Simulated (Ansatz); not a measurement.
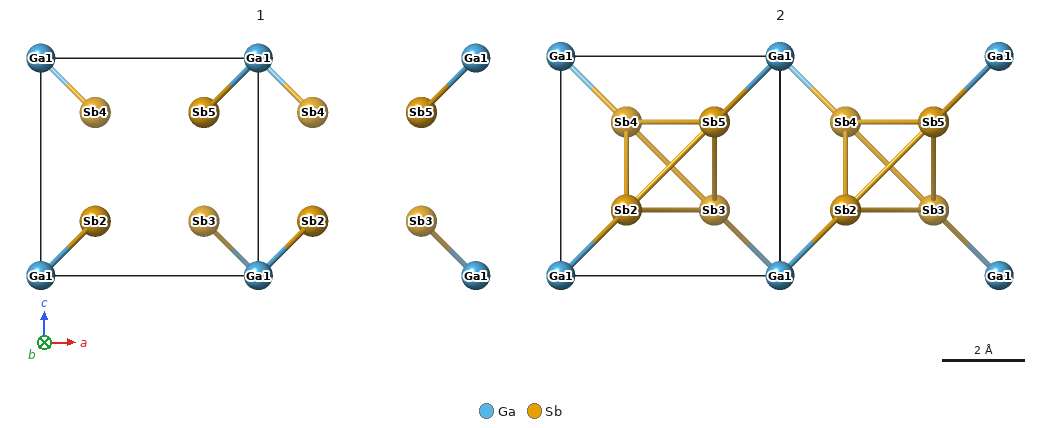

Two geometries of solid GaSb$_{4}$ (a generated structure, set up in P-43m) (coarse preliminary run), drawn at one scale. One is the start of a relaxation, the other its converged end. The picture is a ball-and-stick view of the cell of the calculation, repeated 2 × 1 × 1 with one cell outlined, seen along the b axis.

Level of theory: DFT PBE, scalar-relativistic, plane waves, PAW (Ansatz). (plane-wave cutoff 420 eV; k-point mesh 4 × 4 × 4; occupations gaussian; smearing width 0.1 eV; no spin polarisation; cell and atoms relaxed; force threshold 0.04 eV/Å; at most 70 steps)

Question: Which one is relaxed?

Answer: Structure 2 is the relaxed one. The energy falls by 547 meV per atom in 6 accepted moves (7 points after the start). The largest force component goes from 2.2 to 0.012 eV/Å. The pressure goes from 8.99 to −0.26 GPa. At 1 point the geometry stayed and the basis and grid were re-selected for the new cell (energy shift of 0.1 meV per atom at most each time). The largest moves relative to the cell, 0.46 Å, are those of Sb2, Sb3, Sb4 and Sb5. Sb2 goes along [1 1 1]. Ga stays in place. The volume changes by +2.3 %, with a = b = c 5.333 → 5.374 Å (+0.8 %). Near-neighbour distances that change, for instance: Sb2–Sb3 3.771 → 3.052 Å, Ga1–Sb2 2.309 → 2.785 Å. The space group stays P-43m (No. 215). The run took 89 s on 1 thread of Intel(R) Xeon(R) Processor @ 2.50GHz (Skylake/Cascade Lake) (shared host), peak memory 0.4 GiB.
